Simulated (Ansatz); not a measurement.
Ir, as given below.

```
Ir
1.0
     2.78556    0.00000    0.00000
    -1.39278    2.41236    0.00000
     0.00000    0.00000    9.10235
Ir
4
Cartesian
  0.0000 0.0000 0.0000
  0.0000 0.0000 4.5512
  0.0000 1.6082 2.2756
  1.3928 0.8041 6.8268
```

It is based on coordinates from a relaxation with DFT, BLYP, plane waves (420 eV) with PAW, scalar-relativistic (Ansatz); the starting structure was generated, so it need not be a known form of this composition.

**Where will the first 2 clear peaks of its X-ray PDF lie (peak width σ = 0.07 Å), and from which pairs do they come?**

1. 2.79 Å: Ir–Ir at 2.79 Å
2. 3.94 Å: Ir–Ir at 3.94 Å

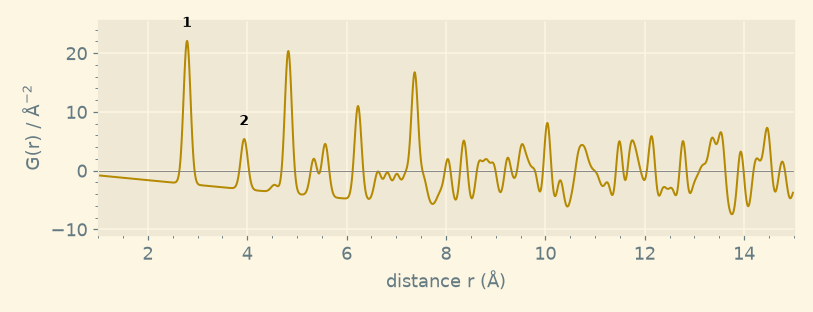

Simulated X-ray pair distribution function, G(r) = R(r)/r − 4πρ₀r, summed over the atomic distances of the structure with each pair weighted by the product of the atomic numbers (X-ray weights at Q = 0); every distance is a Gaussian of σ = 0.07 Å, damped by exp(−(Q_damp r)²/2) with Q_damp = 0.040 Å⁻¹.
